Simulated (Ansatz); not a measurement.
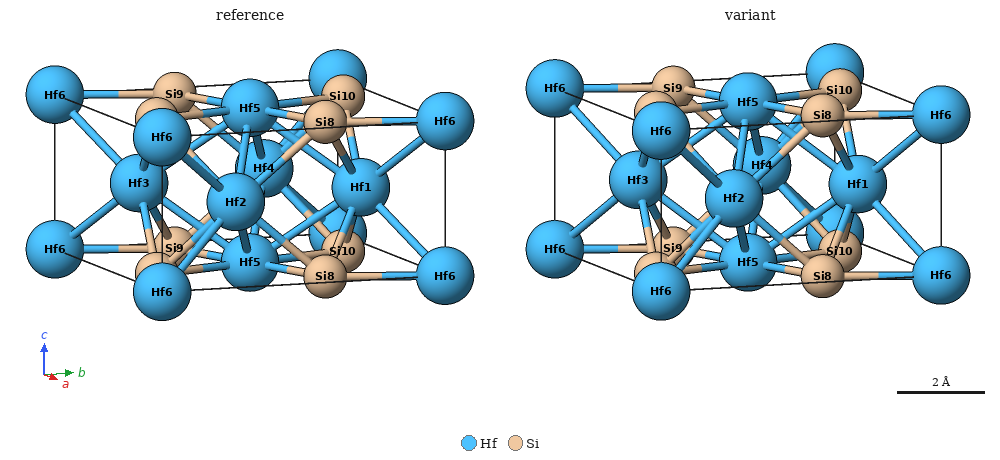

Left: solid Hf₃Si₂ (set up in P4/mbm). Right: the same structure after one change, at the same scale. The picture is a ball-and-stick view of the cell of the calculation, seen slightly off an axis.

These are results of Ansatz 0.2.0, DFT PBEsol, scalar-relativistic, plane waves, PAW, not measurements. Set-up: plane-wave cutoff 420 eV; k-point mesh 6 × 6 × 10; occupations gaussian; smearing width 0.1 eV; no spin polarisation.

What distinguishes the right structure from the left one?

Answer. Uniaxial strain along c, +4.0 %, is applied. The a and b axes and the atoms are relaxed.

How do the computed properties respond?

Answer. The volume changes by +1.9 %, with a = b 6.976 → 6.906 Å (−1.0 %), c 3.607 → 3.751 Å (+4.0 %). The atoms keep their places relative to the cell (all moves are under 0.005 Å). Some distances before and after: Hf–Si 2.769 → 2.733 to 2.805 Å, Hf–Si 2.690 → 2.723 Å, Hf–Hf 3.147 → 3.168 Å, Si–Si 2.443 → 2.426 Å. The space group stays P4/mbm (No. 127). It costs 12.6 meV per atom. The pressure goes from 0.0 to −2.0 GPa. The principal stresses (compression positive) are −6.0 GPa along c and none across it.
